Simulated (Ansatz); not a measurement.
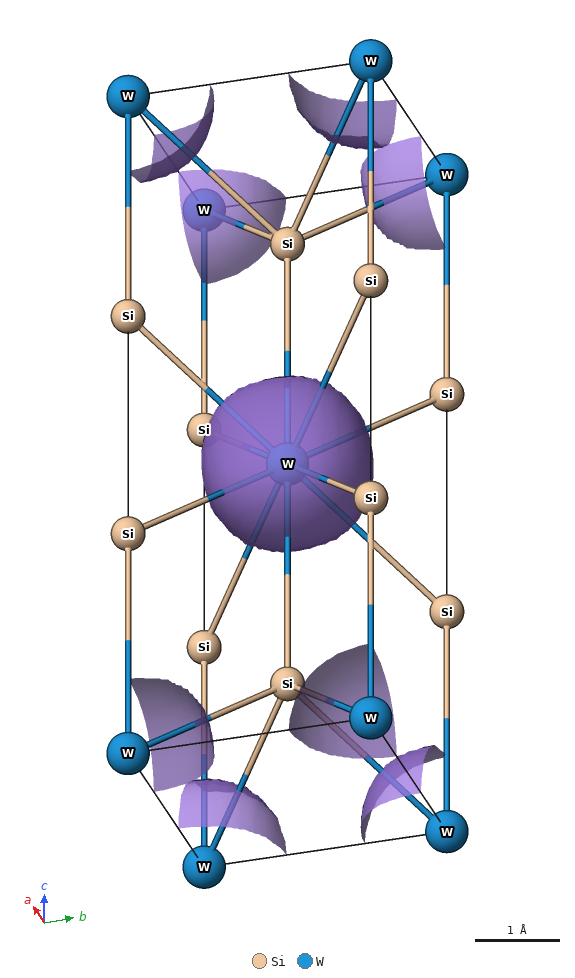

The picture shows: Si$_{2}$W. Isosurface of the valence charge density (pseudo) at 0.6 e/Å³ (purple), seen at an oblique angle. Sticks mark near contacts.

Space group I4/mmm; computed pressure about 3 GPa in this cell.

Theory: Ansatz 0.2.0, DFT PBE, scalar-relativistic, plane waves, PAW.

The density is the valence pseudo-density of a PAW calculation; it isn't the true density close to the nuclei.

What does this surface tell about the bonding?

At this value the density breaks into separate islands; it holds about 45 % of the electrons treated as valence (semicore included). It bridges none of the near contacts. It is pinched off along the sampled Si–W (2.60 Å) and Si–W (2.97 Å) contacts. On the grid the lowest density along these lines, outside the cores, is 0.42 e/Å³ (Si–W, 2.60 Å) and 0.27 e/Å³ (Si–W, 2.97 Å).

Does the calculation give a band gap?

It is gapless in this calculation (a metal or semimetal).
